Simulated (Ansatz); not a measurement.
# Geometry relaxation, with input and output: WSi$_{2}$

The run: geometry relaxation of WSi$_{2}$ (I4/mmm, 3 atoms in the cell). Method and program: DFT, pbe96, plane waves, PAW (Ansatz 0.2.0).

The structure derives from an entry of the Crystallography Open Database.

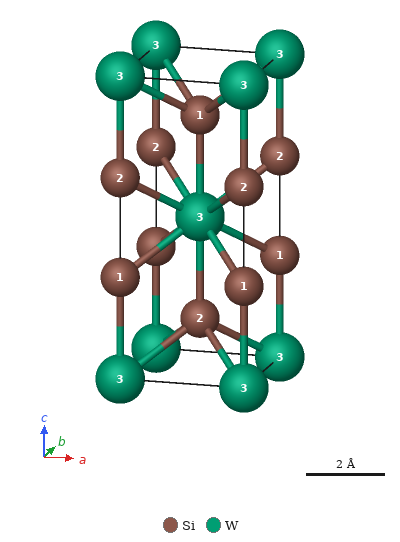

Figure 1. The starting structure (ball-and-stick view of the cell 2 times as large as that of the calculation, set on its symmetry axes, seen slightly off an axis; atoms are numbered from 1 in the order of the input). An atom can appear more than once, as a periodic image.

Input file:
```yaml
crystal:
  lattice:
    - [-1.6686502579, 1.6686502579, 4.0507812605]
    - [1.6686502579, -1.6686502579, 4.0507812605]
    - [1.6686502579, 1.6686502579, -4.0507812605]
  atoms:
    - { symbol: Si, position: [0.3356159764, 0.3356159764, 0.0] }
    - { symbol: Si, position: [0.6643840236, 0.6643840236, 0.0] }
    - { symbol: W, position: [0.0, 0.0, 0.0] }
basis:
  ecutwfc: 420
kpoints:
  mp_grid: { grid: [18, 18, 18] }
hamiltonian:
  xc: pbe96
scf:
  occupations: { method: gaussian, width: 0.1 }
  max_iter: 50
output:
  forces: true
  eigenvalues: true
  stress: true
relax:
  adjacent_minimum: "off"
  f_tol: 0.01
  max_steps: 30
  cell: { stress_tol: 0.1, fix: [volume] }
```

Hardware: 1 thread of Arm Neoverse V1, 24 GiB of memory available, shared host.

Launched with:
```bash
ansatz run input.yaml --threads 1 --pin off --max-ram 2560MiB --backend cpu --events-out ev --progress --plain --runs-dir out
```

The program's output:
```
Error: YAML parse error: error: line 15 column 7: hamiltonian.xc: unknown variant `pbe96`, expected one of `lda`, `lda-pw`, `pw92`, `pbe`, `pbesol`, `rpbe`, `revpbe`, `blyp`, `pbe0`, `revpbe0`, `b3lyp`, `b3lyp5`, `hse06`, `wpbeh`, `hiss`, `lc_wpbe`, `cam_b3lyp`, `hf`, `r2scan`, `r2scanh`, `r2scan0`, `r2scan50`, `mr2scan`
  --> <input>:15:7
   |
13 |   mp_grid: { grid: [18, 18, 18] }
14 | hamiltonian:
15 |   xc: pbe96
   |       ^ hamiltonian.xc: unknown variant `pbe96`, expected one of `lda`, `lda-pw`, `pw92`, `pbe`, `pbesol`, `rpbe`, `revpbe`, `blyp`, `pbe0`, `revpbe0`, `b3lyp`, `b3lyp5`, `hse06`, `wpbeh`, `hiss`, `lc_wpbe`, `cam_b3lyp`, `hf`, `r2scan`, `r2scanh`, `r2scan0`, `r2scan50`, `mr2scan`
16 | scf:
17 |   occupations: { method: gaussian, width: 0.1 }
   |
```

What the run reported:

```tsv
quantity	value
outcome	refused by the program
space group (tolerance 0.01 Å)	I4/mmm (139)
```

The input was spoiled on purpose: an unknown functional (`hamiltonian.xc`). The program refused the input: “YAML parse error: error: line 15 column 7: hamiltonian.xc: unknown variant `pbe96`, expected one of `lda`, `lda-pw`, `pw92`, `pbe`, `pbesol`, `rpbe`, `revpbe`, `blyp`, `pbe0`, `revpbe0`, `b3lyp`, `b3lyp5`, `hse06`, `wpbeh`, `hiss`, `lc_wpbe`, `cam_b3lyp`, `hf`, `r2scan`, `r2scanh`, `r2scan0`, `r2scan50`, `mr2scan` --> …”
